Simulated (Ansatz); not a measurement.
Input

```
crystal:
  lattice:
    - [4.2955415433, 0.0, 0.0]
    - [-2.1477707716, 3.7200480996, 0.0]
    - [0.0, 0.0, 5.285091187]
  atoms:
    - { symbol: Mg, position: [0.3333333333, 0.6666666667, 0.25] }
    - { symbol: Mg, position: [0.6666666667, 0.3333333333, 0.75] }
    - { symbol: S, position: [0.6666666667, 0.3333333333, 0.25] }
    - { symbol: S, position: [0.3333333333, 0.6666666667, 0.75] }
kpoints:
  mp_grid: { grid: [6, 6, 4] }
  band_path:
    path:
      - [0.0, 0.0, 0.0]
      - [0.5, 0.0, 0.0]
      - [0.3333333333, 0.3333333333, 0.0]
      - [0.0, 0.0, 0.5]
      - [0.5, 0.0, 0.5]
      - [0.3333333333, 0.3333333333, 0.5]
    npoints: 1
hamiltonian:
  xc: pbe0
scf:
  occupations: { method: fixed }
  n_extra_bands: 5
output:
  forces: true
  stress: true
  eigenvalues: true
  write_density: true
  write_potential: true
  elf: true
  volumetric_format: npy
```

Run with:

```sh
ansatz run input.yaml --threads 2 --pin off --max-ram 2211MiB --backend cpu --events-out ev --progress --plain --runs-dir out
```

Below, planes, directions and counts refer to the conventional cell (a = 4.30 Å, b = 4.30 Å, c = 5.29 Å, α = 90.00°, β = 90.00°, γ = 120.00°).

Space group P6₃/mmc; started from the h-MgO (five-fold) prototype, which need not be the ambient phase.

The calculation used Ansatz, DFT, PBE0, plane waves, PAW.

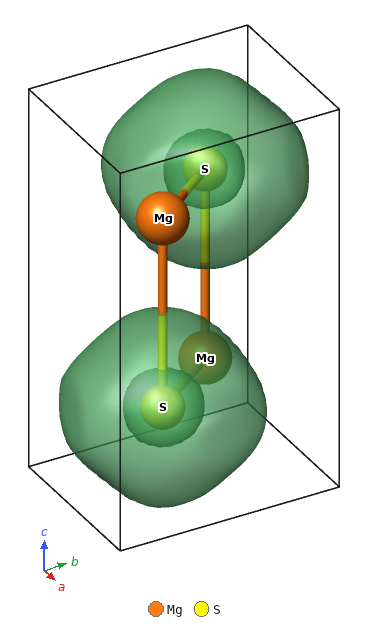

MgS. Isosurface of the electron localisation function at 0.7 (green), seen slightly off an axis. Only the valence region is drawn (cores and ρ < 0.01 e/Å³ removed). Sticks mark near contacts.

Core electrons are frozen (PAW), and the valence fields are smoothed inside the atomic spheres.

Where are the electrons localised?

The surface consists of two regions wrapped around S (the valence shell of each), counted in one cell of 4 atoms. Any copies at cell faces, edges or corners count once.

Values along the shortest contacts:
Mg–S (2.48 Å): the ELF peaks at about 0.90 in the valence shell of S, 0.9 Å from its nucleus, and falls to about 0.05 next to Mg: a largely ionic contact. Mg–S (2.64 Å): the ELF peaks at about 0.90 in the valence shell of S, 0.9 Å from its nucleus, and falls to about 0 next to Mg (a closed-shell, largely ionic contact).
